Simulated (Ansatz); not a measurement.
# Nudged elastic band of Ti₁₆Si (part 1 of 2)

The run: nudged elastic band of Ti₁₆Si (defect cell, 17 atoms in the cell). Method and program: DFT PBE, scalar-relativistic, plane waves, PAW, no spin polarisation (Ansatz 0.2.0).

The structure derives from a Materials Project entry. It belongs to a series of runs on one base structure; here: climbing-image band for the jump of Si by 3.06 A.

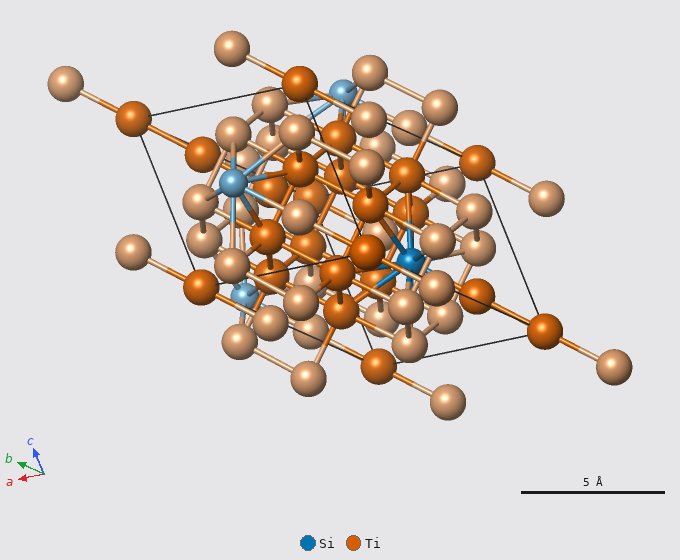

The starting structure (ball-and-stick view of the cell of the calculation, seen at an oblique angle; neighbours outside the cell are drawn fainter). An atom can appear more than once, as a periodic image.

### The input
```yaml
crystal:
  lattice:
    - [2.2897681504, -3.9659947741, 5.6643452958]
    - [2.2897681504, 3.9659947741, 5.6643452958]
    - [-4.5795363009, 0.0, 5.6643452958]
  atoms:
    - { symbol: Si, position: [0.3265546731, 0.3265546731, 0.3265546731] }
    - { symbol: Ti, position: [0.6671223011, 0.6671223011, 0.6671223011] }
    - { symbol: Ti, position: [0.8325953062, 0.8325953062, 0.8325953062] }
    - { symbol: Ti, position: [1.0009388254, 0.0009388254, 0.0009388254] }
    - { symbol: Ti, position: [0.1659751977, 0.1659751977, 0.1659751977] }
    - { symbol: Ti, position: [0.7493766078, 0.4167583789, 0.0820026149] }
    - { symbol: Ti, position: [0.925756629, 0.5816111616, 0.247901456] }
    - { symbol: Ti, position: [0.0820026149, 0.7493766078, 0.4167583789] }
    - { symbol: Ti, position: [0.247901456, 0.925756629, 0.5816111616] }
    - { symbol: Ti, position: [0.4167583789, 0.0820026149, 0.7493766078] }
    - { symbol: Ti, position: [0.5816111616, 0.247901456, 0.925756629] }
    - { symbol: Ti, position: [0.0820026149, 0.4167583789, 0.7493766078] }
    - { symbol: Ti, position: [0.247901456, 0.5816111616, 0.925756629] }
    - { symbol: Ti, position: [0.4167583789, 0.7493766078, 0.0820026149] }
    - { symbol: Ti, position: [0.5816111616, 0.925756629, 0.247901456] }
    - { symbol: Ti, position: [0.7493766078, 0.0820026149, 0.4167583789] }
    - { symbol: Ti, position: [0.925756629, 0.247901456, 0.5816111616] }
basis:
  ecutwfc: 420
  xc_grid: 2
kpoints:
  mp_grid: { grid: [4, 4, 4], shift: [0.5, 0.5, 0.5] }
hamiltonian:
  xc: pbe
scf:
  occupations: { method: gaussian, width: 0.1 }
output:
  forces: true
neb:
  images: 5
  f_tol: 0.05
  max_iterations: 70
  order_check: false
  final_atoms:
    - { symbol: Si, position: [0.506778661, 0.506778661, 0.506778661] }
    - { symbol: Ti, position: [0.6673581236, 0.6673581236, 0.6673581236] }
    - { symbol: Ti, position: [0.8323945188, 0.8323945188, 0.8323945188] }
    - { symbol: Ti, position: [1.0007380308, 0.0007380308, 0.0007380308] }
    - { symbol: Ti, position: [0.1662110446, 0.1662110446, 0.1662110446] }
    - { symbol: Ti, position: [0.7513307183, 0.4165749466, 0.0839567337] }
    - { symbol: Ti, position: [0.9075766994, 0.5854318756, 0.2517221703] }
    - { symbol: Ti, position: [0.0839567337, 0.7513307183, 0.4165749466] }
    - { symbol: Ti, position: [0.2517221703, 0.9075766994, 0.5854318756] }
    - { symbol: Ti, position: [0.4165749466, 0.0839567337, 0.7513307183] }
    - { symbol: Ti, position: [0.5854318756, 0.2517221703, 0.9075766994] }
    - { symbol: Ti, position: [0.0839567337, 0.4165749466, 0.7513307183] }
    - { symbol: Ti, position: [0.2517221703, 0.5854318756, 0.9075766994] }
    - { symbol: Ti, position: [0.4165749466, 0.7513307183, 0.0839567337] }
    - { symbol: Ti, position: [0.5854318756, 0.9075766994, 0.2517221703] }
    - { symbol: Ti, position: [0.7513307183, 0.0839567337, 0.4165749466] }
    - { symbol: Ti, position: [0.9075766994, 0.2517221703, 0.5854318756] }
```

Launched with:
```bash
ansatz run input.yaml --threads 4 --pin off --max-ram 10240MiB --backend cpu --events-out ev --progress --plain --runs-dir out
```

### Log
```
Warning: neb: disabling space-group detection — the band's intermediate images generally break the endpoint symmetry, so no spatial operation reduces the k-mesh or symmetrises the density, except that a semilocal band can use its path's symmetry ahead of convergence; time reversal is kept, so that k and −k are solved as one point where they differ and the mesh holds both, and exact exchange and, on two spinor components, a DFT+U term hold to it where the run has them: on two components no moment then forms, and a state that bears one, which a typed moment (crystal.atoms[].spin; refused beside efield: under a hybrid functional) reaches, can lie lower, under hf by electronvolts; crystal.symmetry.detect: false (a key that needs symmetry detection or time reversal refuses this as the deck is read) with time_reversal: false beside it drops time reversal too
Engine: ansatz 0.2.0, x86_64-unknown-linux-gnu
Pseudopotentials: kind: paw
Pseudopotential: Si, paw, valence charge 4, recommended cutoff 420 eV (normal), Si.paw.azcp
Pseudopotential: Ti, paw, valence charge 12, recommended cutoff 420 eV (normal), Ti.paw.azcp
Functional definition: PBE
  parameter kappa = 0.804
  parameter beta = 0.06672455060314922
  exchange = pbe_x(kappa = kappa, mu = beta*pi^2/3)
  correlation = pbe_c(beta = beta)
parallel-image band execution: 4 concurrent image workers
NEB image 0
Crystal: 17 atoms, lattice volume = 308.635 Å³
Basis set: ecut = 420 eV, 6025 PW (Γ), exchange–correlation on 100×100×100 points (8 copies of the dense FFT grid, shifted against one another)
Bands: 118, of which v1, the nominal top of the filled ones, is band 98 counted from 1 (97 counted from 0)
Symmetry: 1 space group operations
k-points: 32 of 64 (time reversal used)
Non-local potential: Si, projectors of the file, l = 0: 2, l = 1: 2, l = 2: 2
Non-local potential: Ti, projectors of the file, l = 0: 3, l = 1: 2, l = 2: 3, l = 3: 1
PAW form: soft (Blöchl's): semilocal exchange-correlation on the pseudo side does not see the compensation charge
PAW one-centre angular grid: Si, 110 points (default); XC on 64 Gauss nodes
PAW one-centre angular grid: Ti, 590 points (default); XC on 64 Gauss nodes
Initial density: superposition of atomic densities (neutral atoms: chi_scale 0, normalization atom), corrected by the library's trained network
Initial wavefunctions: pseudopotential atomic-orbital guess
Functional: x = pbe(κ = 0.804, μ = 0.2195149727645171), c = pbe(β = 0.06672455060314922)
SCF iter   1: F=—  HF=-40628.622781 eV  |F-HF|=—  |Δ(HF+E_count)|=         —  Δρ=8.68e-3  dr2=2.75e-1  ethr=1.77e-3  ⟨swp⟩=7.8  Hψ=15922  notcnv=0
preconditioner: auto → Kerker (q_TF=auto, 2.529 Å⁻¹)  [metal: Δε(μ)=0.010 eV  Ē_g=2.555 eV  σ=0.100 eV  W_gap=0.06  n_scr=76 (ndim 8)  ℏωp=17.4 eV  f_vac=0.001  D(μ)=20.78/eV (n_scr^D=216)]
SCF iter   2: F=—  HF=-40628.591923 eV  |F-HF|=—  |Δ(HF+E_count)|=   3.09e-2  Δρ=3.95e-3  dr2=5.96e-2  ethr=1.41e-4  ⟨swp⟩=1.2  Hψ=4370  notcnv=0  defer=5
SCF iter   3: F=—  HF=-40628.584905 eV  |F-HF|=—  |Δ(HF+E_count)|=   7.02e-3  Δρ=9.13e-4  dr2=5.54e-3  ethr=3.04e-5  ⟨swp⟩=2.0  Hψ=4530  notcnv=0  defer=5
SCF iter   4: F=—  HF=-40628.584345 eV  |F-HF|=—  |Δ(HF+E_count)|=   5.60e-4  Δρ=2.38e-4  dr2=3.75e-4  ethr=2.83e-6  ⟨swp⟩=2.0  Hψ=4600  notcnv=0  defer=5
SCF iter   5: F=—  HF=-40628.584324 eV  |F-HF|=—  |Δ(HF+E_count)|=   2.09e-5  Δρ=9.06e-5  dr2=6.50e-5  ethr=1.91e-7  ⟨swp⟩=2.0  Hψ=4550  notcnv=0  defer=5
SCF iter   6: F=—  HF=-40628.584202 eV  |F-HF|=—  |Δ(HF+E_count)|=   1.22e-4  Δρ=4.02e-5  dr2=1.40e-5  ethr=3.32e-8  ⟨swp⟩=2.0  Hψ=4541  notcnv=0  defer=199
SCF iter   7: F=—  HF=-40628.584202 eV  |F-HF|=—  |Δ(HF+E_count)|=   2.20e-7  Δρ=1.56e-5  dr2=1.66e-6  ethr=7.13e-9  ⟨swp⟩=2.0  Hψ=4589  notcnv=0  defer=199
SCF iter   8: F=—  HF=-40628.584202 eV  |F-HF|=—  |Δ(HF+E_count)|=   6.70e-9  Δρ=5.33e-6  dr2=1.41e-7  ethr=8.49e-10  ⟨swp⟩=2.0  Hψ=4627  notcnv=0  defer=199
SCF iter   9: F=-40628.584202 eV  HF=-40628.584202 eV  |F-HF|=5.73e-9  |Δ(HF+E_count)|=   2.68e-9  Δρ=1.51e-6  dr2=1.12e-8  ethr=5.10e-11  ⟨swp⟩=4.1  Hψ=11374  notcnv=0
SCF 1 converged in 9 iterations: F = -40628.584202 eV  dr2 = 1.12e-8
  greatest PAW one-centre occupation: 0.999 electrons in one spin orbital (limit 2), on the Ti atom at site 3 (counted from 0), in its partial waves of l = 0
NSCF: frozen V_eff on 32 k-points
NEB image 6
SCF iter   1: F=—  HF=-40628.622844 eV  |F-HF|=—  |Δ(HF+E_count)|=         —  Δρ=8.68e-3  dr2=2.75e-1  ethr=1.77e-3  ⟨swp⟩=7.7  Hψ=15940  notcnv=0
SCF iter   2: F=—  HF=-40628.591924 eV  |F-HF|=—  |Δ(HF+E_count)|=   3.09e-2  Δρ=3.95e-3  dr2=5.96e-2  ethr=1.40e-4  ⟨swp⟩=1.2  Hψ=4367  notcnv=0  defer=3
SCF iter   3: F=—  HF=-40628.584914 eV  |F-HF|=—  |Δ(HF+E_count)|=   7.01e-3  Δρ=9.13e-4  dr2=5.55e-3  ethr=3.04e-5  ⟨swp⟩=2.0  Hψ=4530  notcnv=0  defer=3
SCF iter   4: F=—  HF=-40628.584351 eV  |F-HF|=—  |Δ(HF+E_count)|=   5.63e-4  Δρ=2.39e-4  dr2=3.80e-4  ethr=2.83e-6  ⟨swp⟩=2.0  Hψ=4598  notcnv=0  defer=3
SCF iter   5: F=—  HF=-40628.584332 eV  |F-HF|=—  |Δ(HF+E_count)|=   1.95e-5  Δρ=9.05e-5  dr2=6.50e-5  ethr=1.94e-7  ⟨swp⟩=2.0  Hψ=4557  notcnv=0  defer=3
SCF iter   6: F=—  HF=-40628.584202 eV  |F-HF|=—  |Δ(HF+E_count)|=   1.30e-4  Δρ=4.02e-5  dr2=1.40e-5  ethr=3.31e-8  ⟨swp⟩=2.0  Hψ=4531  notcnv=0  defer=196
SCF iter   7: F=—  HF=-40628.584202 eV  |F-HF|=—  |Δ(HF+E_count)|=   2.12e-7  Δρ=1.55e-5  dr2=1.64e-6  ethr=7.13e-9  ⟨swp⟩=2.0  Hψ=4583  notcnv=0  defer=196
SCF iter   8: F=—  HF=-40628.584202 eV  |F-HF|=—  |Δ(HF+E_count)|=   7.39e-9  Δρ=5.31e-6  dr2=1.44e-7  ethr=8.35e-10  ⟨swp⟩=2.0  Hψ=4622  notcnv=0  defer=196
SCF iter   9: F=-40628.584202 eV  HF=-40628.584202 eV  |F-HF|=5.76e-9  |Δ(HF+E_count)|=   2.65e-9  Δρ=1.51e-6  dr2=1.12e-8  ethr=5.10e-11  ⟨swp⟩=4.1  Hψ=11375  notcnv=0
SCF 2 converged in 9 iterations: F = -40628.584202 eV  dr2 = 1.12e-8
[... from here on the iterations of each SCF are left out, up to the last one ...]
NSCF: frozen V_eff on 32 k-points
NEB end point (image 0): max|allowed force component| = 4.725e-3 eV/Å (the criterion of neb.relax_end_points is 1.000e-2)
NEB end point (image 6): max|allowed force component| = 4.727e-3 eV/Å (the criterion of neb.relax_end_points is 1.000e-2)
NEB image 1
preconditioner: auto → Kerker (q_TF=auto, 2.529 Å⁻¹)  [metal: Δε(μ)=0.016 eV  Ē_g=2.536 eV  σ=0.100 eV  W_gap=0.09  n_scr=76 (ndim 8)  ℏωp=17.4 eV  f_vac=0.000  D(μ)=22.35/eV (n_scr^D=252)]
SCF 3 converged in 9 iterations: F = -40628.279448 eV  dr2 = 8.03e-9
NEB image 2
preconditioner: auto → Kerker (q_TF=auto, 2.529 Å⁻¹)  [metal: Δε(μ)=0.015 eV  Ē_g=2.529 eV  σ=0.100 eV  W_gap=0.09  n_scr=76 (ndim 8)  ℏωp=17.4 eV  f_vac=0.000  D(μ)=22.72/eV (n_scr^D=252)]
SCF 4 converged in 8 iterations: F = -40627.913990 eV  dr2 = 2.41e-8
NEB image 3
preconditioner: auto → Kerker (q_TF=auto, 2.529 Å⁻¹)  [metal: Δε(μ)=0.007 eV  Ē_g=2.523 eV  σ=0.100 eV  W_gap=0.04  n_scr=76 (ndim 8)  ℏωp=17.4 eV  f_vac=0.000  D(μ)=22.80/eV (n_scr^D=252)]
SCF 5 converged in 8 iterations: F = -40627.764094 eV  dr2 = 3.73e-8
NEB image 4
SCF 6 converged in 8 iterations: F = -40627.913990 eV  dr2 = 2.38e-8
NEB image 5
SCF 7 converged in 9 iterations: F = -40628.279448 eV  dr2 = 8.89e-9
NEB iter   1: max|band force component| = 3.251e-1 eV/Å  barrier→ = 0.8201 eV  barrier← = 0.8201 eV  CI = image 3  Δτ_max = 0.0733 Å  (60 SCF iters)
NEB image 1
Initial density: handed on by an earlier stage of this run
Initial wavefunctions: those handed on with the density
preconditioner: auto → Kerker (q_TF=auto, 2.529 Å⁻¹)  [metal: Δε(μ)=0.007 eV  Ē_g=2.534 eV  σ=0.100 eV  W_gap=0.04  n_scr=76 (ndim 8)  ℏωp=17.4 eV  f_vac=0.001  D(μ)=21.10/eV (n_scr^D=216)]
SCF 8 converged in 7 iterations: F = -40628.293564 eV  dr2 = 4.71e-8
NEB image 2
preconditioner: auto → Kerker (q_TF=auto, 2.529 Å⁻¹)  [metal: Δε(μ)=0.010 eV  Ē_g=2.520 eV  σ=0.100 eV  W_gap=0.06  n_scr=76 (ndim 8)  ℏωp=17.4 eV  f_vac=0.000  D(μ)=22.54/eV (n_scr^D=252)]
SCF 9 converged in 7 iterations: F = -40627.934323 eV  dr2 = 8.27e-8
NEB image 3
preconditioner: auto → Kerker (q_TF=auto, 2.529 Å⁻¹)  [metal: Δε(μ)=0.009 eV  Ē_g=2.516 eV  σ=0.100 eV  W_gap=0.05  n_scr=76 (ndim 8)  ℏωp=17.4 eV  f_vac=0.000  D(μ)=23.32/eV (n_scr^D=270)]
SCF 10 converged in 8 iterations: F = -40627.789192 eV  dr2 = 1.38e-8
NEB image 4
SCF 11 converged in 7 iterations: F = -40627.934323 eV  dr2 = 8.26e-8
NEB image 5
SCF 12 converged in 7 iterations: F = -40628.293564 eV  dr2 = 4.69e-8
NEB iter   2: max|band force component| = 2.347e-1 eV/Å  barrier→ = 0.7950 eV  barrier← = 0.7950 eV  CI = image 3  Δτ_max = 0.0283 Å  (36 SCF iters)
NEB image 1
preconditioner: auto → Kerker (q_TF=auto, 2.529 Å⁻¹)  [metal: Δε(μ)=0.014 eV  Ē_g=2.530 eV  σ=0.100 eV  W_gap=0.08  n_scr=76 (ndim 8)  ℏωp=17.4 eV  f_vac=0.001  D(μ)=22.34/eV (n_scr^D=252)]
SCF 13 converged in 6 iterations: F = -40628.294946 eV  dr2 = 3.81e-8
NEB image 2
preconditioner: auto → Kerker (q_TF=auto, 2.529 Å⁻¹)  [metal: Δε(μ)=0.014 eV  Ē_g=2.522 eV  σ=0.100 eV  W_gap=0.08  n_scr=76 (ndim 8)  ℏωp=17.4 eV  f_vac=0.000  D(μ)=23.51/eV (n_scr^D=270)]
SCF 14 converged in 6 iterations: F = -40627.935677 eV  dr2 = 9.30e-8
NEB image 3
preconditioner: auto → Kerker (q_TF=auto, 2.529 Å⁻¹)  [metal: Δε(μ)=0.023 eV  Ē_g=2.518 eV  σ=0.100 eV  W_gap=0.13  n_scr=76 (ndim 8)  ℏωp=17.4 eV  f_vac=0.000  D(μ)=23.88/eV (n_scr^D=276)]
SCF 15 converged in 6 iterations: F = -40627.791739 eV  dr2 = 5.98e-8
NEB image 4
SCF 16 converged in 6 iterations: F = -40627.935677 eV  dr2 = 9.42e-8
NEB image 5
iter 1 solved again at ethr=1.78e-5 eV; its pass at ethr=3.10e-3 eV (dr2=3.49e-2 eV) is discarded
SCF iter   1: F=—  HF=-40628.297671 eV  |F-HF|=—  |Δ(HF+E_count)|=         —  Δρ=1.80e-3  dr2=3.58e-2  ethr=1.78e-5  ⟨swp⟩=1.2  Hψ=13310  notcnv=0
SCF iter   2: F=—  HF=-40628.295721 eV  |F-HF|=—  |Δ(HF+E_count)|=   1.95e-3  Δρ=7.52e-4  dr2=6.94e-3  ethr=1.78e-5  ⟨swp⟩=1.0  Hψ=3776  notcnv=0
SCF iter   3: F=—  HF=-40628.295095 eV  |F-HF|=—  |Δ(HF+E_count)|=   6.26e-4  Δρ=1.64e-4  dr2=2.10e-4  ethr=3.54e-6  ⟨swp⟩=1.7  Hψ=3879  notcnv=0
SCF iter   4: F=—  HF=-40628.295071 eV  |F-HF|=—  |Δ(HF+E_count)|=   2.36e-5  Δρ=2.67e-5  dr2=2.97e-6  ethr=1.07e-7  ⟨swp⟩=2.0  Hψ=4885  notcnv=0
SCF iter   5: F=—  HF=-40628.294946 eV  |F-HF|=—  |Δ(HF+E_count)|=   1.26e-4  Δρ=8.90e-6  dr2=3.84e-7  ethr=1.51e-9  ⟨swp⟩=2.1  Hψ=5224  notcnv=0
SCF iter   6: F=-40628.294946 eV  HF=-40628.294946 eV  |F-HF|=3.17e-8  |Δ(HF+E_count)|=   4.61e-8  Δρ=2.81e-6  dr2=4.06e-8  ethr=5.10e-11  ⟨swp⟩=4.0  Hψ=11353  notcnv=0
SCF 17 converged in 6 iterations: F = -40628.294946 eV  dr2 = 4.06e-8
NEB image 1
NSCF: frozen V_eff on 32 k-points
NEB image 2
NSCF: frozen V_eff on 32 k-points
NEB image 4
NSCF: frozen V_eff on 32 k-points
NEB image 5
NSCF: frozen V_eff on 32 k-points
NEB image 3
NSCF: frozen V_eff on 32 k-points
the band table was solved once a step of the walk had ended and its energy, with any forces and stress, was formed, with the checks that follow a solve (14899 applications of the Hamiltonian). They found nothing against the state; the energy, forces and stress were not computed again (output.eigenvalues in the input reference)
NEB iter   3: max|band force component| = 2.714e-2 eV/Å  barrier→ = 0.7925 eV  barrier← = 0.7925 eV  CI = image 3  Δτ_max = 0.0000 Å  (30 SCF iters)
```

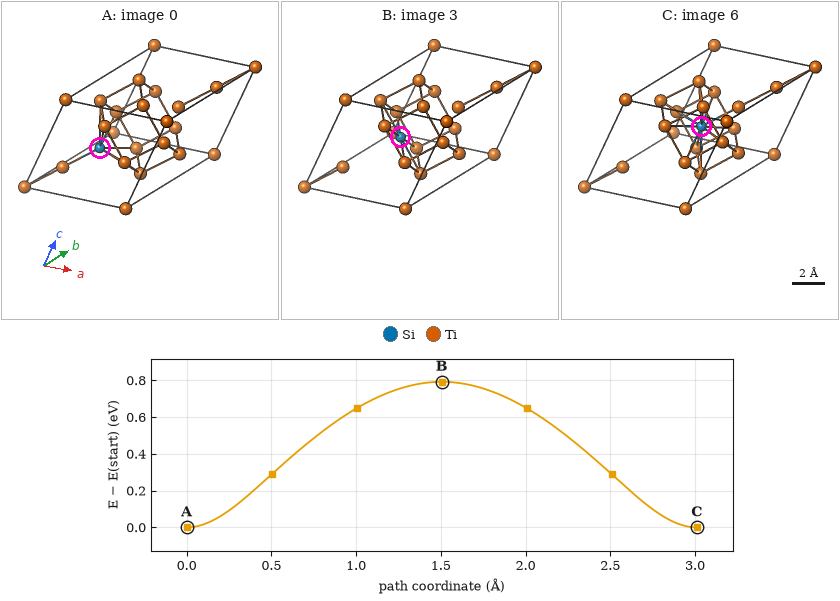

Images of the last band (counted from 0; ball-and-stick, simulation cell, seen at an oblique angle), with the moving atom and its periodic copies ringed, above the energy along the path; the line is a cubic interpolation that uses the forces. The highest image is number 3, 0.792 eV above the start and 0.792 eV above the end (the climbing image); start and end have the same energy. The path is 3.01 Å long, and Si1 moves most (3.06 Å). The band converged in 3 iterations.

```
SCF converged after 6 iterations
Free energy (F): -40627.791739 eV
Harris-Foulkes:  -40627.791739 eV  (|F-HF|=3.26e-8)
Internal energy: -40627.672709 eV  (E = F + TS)
E sigma→0 (E₀):  -40627.732224 eV
Entropy (-TS):   -0.119030 eV (-7.002 meV/atom)
Fermi energy:    12.100797 eV
--- Per-component energies (eV) ---
  E_band       = -2693.794156
  E_kinetic    = 4397.760423
  E_local      = -14866.502787  (includes V_loc(G=0)·N_el)
  E_nonlocal   = 162.663326
  E_hartree    = 6174.601110
  E_xc         = -1611.404588
  E_vxc        = -1993.441562  (∫ρ·V_xc dr)
  E_paw        = -17278.165230  (= ΣΔE_a)
  E_vpaw       = -2743.483365  (= ΣTr[D̂ρ^β])
  E_aug_tail   = 0.001950  (compensation charges beyond the density's cutoff)
  E_ewald      = -17606.626913
  E_smearing   = -0.119030  (= −TS)
  E_closure    = -0.000000  (closes the sum)
  Σ components = -40627.791739   (vs F -40627.791739, Δ=0.00e0)
--- Forces (eV/Å), atoms counted from 1 ---
  atom   1  Si     0.00000011    -0.00000001    -0.00000017
  atom   2  Ti    -0.00000023    -0.00000016    -0.00920804
  atom   3  Ti    -0.00000009    -0.00000015     0.02532336
  atom   4  Ti     0.00000043     0.00000021    -0.02532389
  atom   5  Ti    -0.00000024     0.00000029     0.00920766
  atom   6  Ti    -0.00580312     0.00335000    -0.00000002
  atom   7  Ti    -0.00775012    -0.00447547     0.00000048
  atom   8  Ti     0.00000055    -0.00669970    -0.00000044
  atom   9  Ti     0.00774966    -0.00447488     0.00000087
  atom  10  Ti     0.00580258     0.00334939    -0.00000142
  atom  11  Ti     0.00000062     0.00894969     0.00000078
  atom  12  Ti     0.00580280    -0.00335013    -0.00000136
  atom  13  Ti    -0.00000007    -0.00894923     0.00000106
  atom  14  Ti    -0.00580264    -0.00334943    -0.00000022
  atom  15  Ti    -0.00774994     0.00447461     0.00000045
  atom  16  Ti    -0.00000025     0.00669965    -0.00000035
  atom  17  Ti     0.00775002     0.00447517     0.00000066
  max |Σ_I F_I| component: 5.84e-7 eV/Å
--- Band table (eV; the first three rows and the last of 32) ---
  k-point 0: bands = ["-44.5999", "-44.5885", "-44.5392", "-44.5092", "-44.4291", "-44.3693", "-44.3550", "-44.3550", "-44.3424", "-44.3424", "-44.3002", "-44.3002", "-44.2805", "-44.2805", "-44.2648", "-44.1952", "-21.0766", "-21.0491", "-20.9748", "-20.9692", "-20.9461", "-20.9461", "-20.9291", "-20.9291", "-20.9098", "-20.9098", "-20.9080", "-20.8981", "-20.8981", "-20.8607", "-20.8607", "-20.8566", "-20.8331", "-20.8331", "-20.7429", "-20.7396", "-20.7149", "-20.7149", "-20.6685", "-20.6410", "-20.6410", "-20.6237", "-20.6237", "-20.6018", "-20.5993", "-20.5993", "-20.5749", "-20.5749", "-20.5396", "-20.5396", "-20.5246", "-20.5246", "-20.4472", "-20.4429", "-20.4429", "-20.3603", "-20.3517", "-20.3517", "-20.3226", "-20.2865", "-20.2865", "-20.2861", "-20.2598", "-20.2088", "4.4545", "7.1326", "9.0451", "9.0451", "9.3042", "9.5041", "9.6421", "9.7018", "9.8001", "9.8001", "10.1397", "10.1397", "10.5528", "10.5613", "10.5613", "10.6786", "10.6786", "10.7224", "10.7224", "10.8655", "11.0582", "11.1680", "11.2585", "11.2585", "11.3728", "11.6754", "11.6754", "11.7357", "11.7357", "11.8808", "12.0260", "12.0260", "12.0954", "12.0954", "12.2435", "12.2435", "12.3254", "12.4387", "12.4387", "12.4737", "12.4737", "12.7053", "12.8234", "12.8234", "12.9381", "13.1046", "13.1046", "13.2885", "13.2885", "13.3666", "13.3666", "13.4370", "13.4578", "13.4578"]
```
